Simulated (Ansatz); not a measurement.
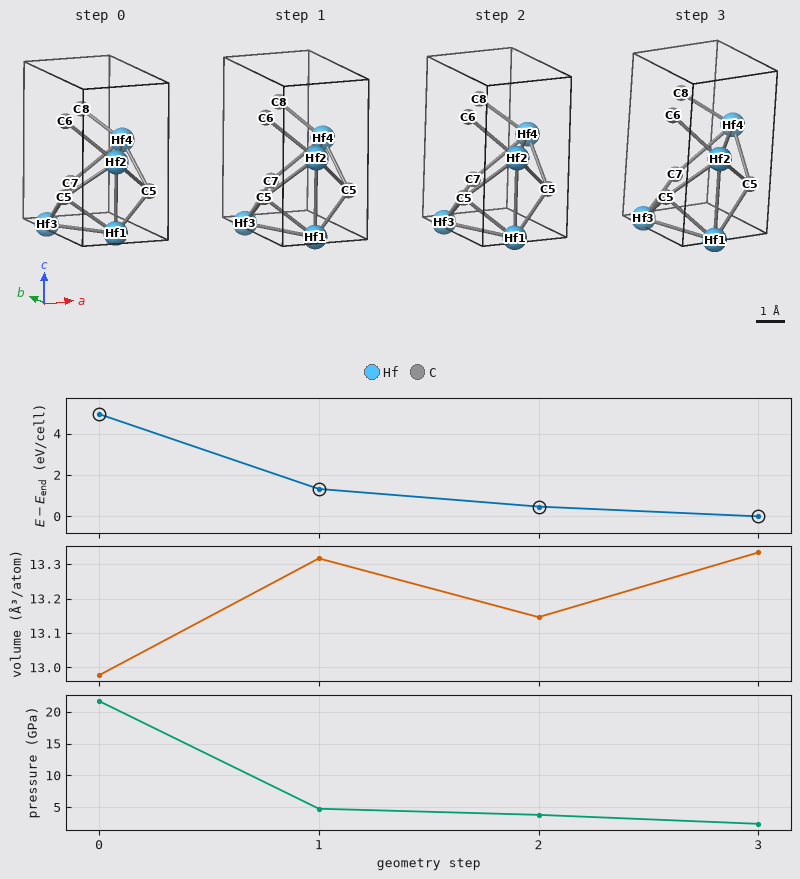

Frames of a relaxation of a crystal of HfC (a generated structure, set up in P1) (coarse preliminary run), marked on the history of the run. The picture is a ball-and-stick view of the cell of the calculation, seen slightly off an axis.

Method: DFT PBE, scalar-relativistic, plane waves, PAW (Ansatz).

Input
```yaml
crystal:
  lattice:
    - [3.2873366329, -0.0317418643, -0.0057610981]
    - [-0.0549785217, 5.5030245061, -0.0323162359]
    - [-0.0103791053, -0.0336135814, 5.7397322128]
  atoms:
    - { symbol: Hf, position: [0.5293346191, 0.2050153722, 0.0250984109] }
    - { symbol: Hf, position: [0.5177326761, 0.1826104725, 0.4824696897] }
    - { symbol: Hf, position: [1.0577992624, 0.6865360155, 0.0159060898] }
    - { symbol: Hf, position: [0.8818185501, 0.6097887846, 0.5352681574] }
    - { symbol: C, position: [1.0087894217, 0.3304092859, 0.2531746935] }
    - { symbol: C, position: [1.0247911281, 0.3355875206, 0.7366335123] }
    - { symbol: C, position: [0.4158080999, 0.8081962983, 0.2457158369] }
    - { symbol: C, position: [0.5639262425, 0.8418562504, 0.7057336095] }
basis:
  ecutwfc: 420
kpoints:
  mp_grid: { grid: [6, 4, 4] }
hamiltonian:
  xc: pbe
scf:
  occupations: { method: gaussian, width: 0.2 }
  lower_state_search: "off"
output:
  forces: true
  stress: true
  eigenvalues: true
relax:
  adjacent_minimum: "off"
  f_tol: 0.025
  max_steps: 60
  cell: { stress_tol: 0.25 }
```

Command:
```bash
ansatz run input.yaml --threads 1 --pin off --max-ram 2560MiB --backend cpu --events-out ev --progress --plain --runs-dir out
```

Describe the path.

The run was cut off at its time limit before the relaxation converged, so the last structure is only a point on the way. The energy falls by 4.936 eV per cell of the calculation in 3 geometry steps. The largest force component goes from 5.3 to 0.44 eV/Å. The pressure goes from 21.67 to 2.40 GPa. The atom that moves furthest relative to the cell is Hf4 (0.49 Å roughly along [2 1 0]). By element the largest moves are Hf 0.49 Å, C 0.32 Å. The drawn cell changes as follows: a 3.287 → 3.250 Å (−1.1 %), b 5.503 → 5.621 Å (+2.1 %), c 5.740 → 5.901 Å (+2.8 %), α 90.7° → 88.9°, β 90.2° → 81.8°, γ 91.1° → 90.6°; the volume changes by +2.7 %. Among the contacts that change: Hf2–Hf4 2.631 → 3.314 Å, Hf2–Hf4 (another image) 3.764 → 3.213 Å, Hf1–C5 2.144 → 2.628 Å, Hf1–C8 2.700 → 2.274 Å. Bond angles that change, for instance: Hf1–C8–Hf4 149.1° → 128.8°, Hf1–C5–Hf4 120.1° → 137.3°, Hf2–C5–Hf4 71.6° → 87.2°. The space group stays P1 (No. 1). From step 0 to 1: Hf2 moves most (0.20 Å), volume +2.6 %, energy −3.611 eV per cell of the calculation. From step 1 to 2: Hf4 moves most (0.20 Å), volume −1.3 %, energy −0.853 eV per cell of the calculation. From step 2 to 3: Hf atoms move most (0.17 Å), volume +1.4 %, energy −0.472 eV per cell of the calculation.

```
step  E − E(0), meV/atom  largest force component, eV/Å  pressure, GPa  volume, Å³/atom
   0                0.00                         5.2708          21.67           12.977
   1             -451.37                         2.1586           4.77           13.317
   2             -557.96                         1.0903           3.81           13.146
   3             -617.02                         0.4372           2.40           13.334
```
